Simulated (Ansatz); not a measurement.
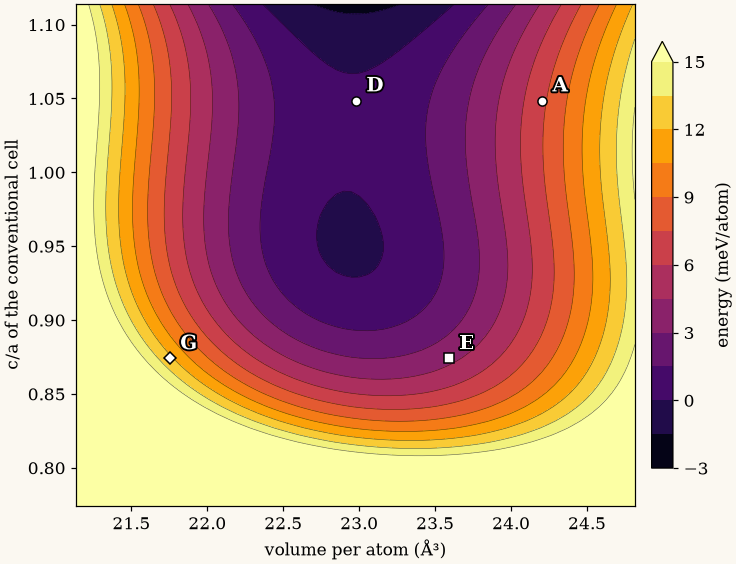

Mg (I4/mmm, No. 139; 1 atom in the cell). 
- The energy is mapped over volume and the cell's shape.
- The first coordinate is: volume per atom; the second: c/a of the conventional cell.
- Nothing is relaxed (symmetry fixes all fractional coordinates).
- The grid has 7 × 7 points.
- Points are written as (first, second).
- All energies are given in meV/atom relative to the relaxed crystal.
- Computed with DFT PBE, scalar-relativistic, plane waves, PAW (Ansatz 0.2.0). Settings: cutoff 520 eV, k-mesh 20×20×20, gaussian smearing 0.15 eV, no spin polarisation.

The picture shows filled contours, one colour for all values above the top of the scale, lettered points. Between grid points the surface is interpolated.

Question: What kind of point is each of A, D, G: minimum, saddle, maximum or slope?

Answer: A: on a slope; D: saddle point; G: on a slope. (In these two coordinates alone; a stationary point may lie a little off the grid point.)

Question: Rank the lettered points by energy, lowest first.

Answer: D (0.3 meV/atom), E (4.1 meV/atom), A (7.2 meV/atom), G (12.4 meV/atom).
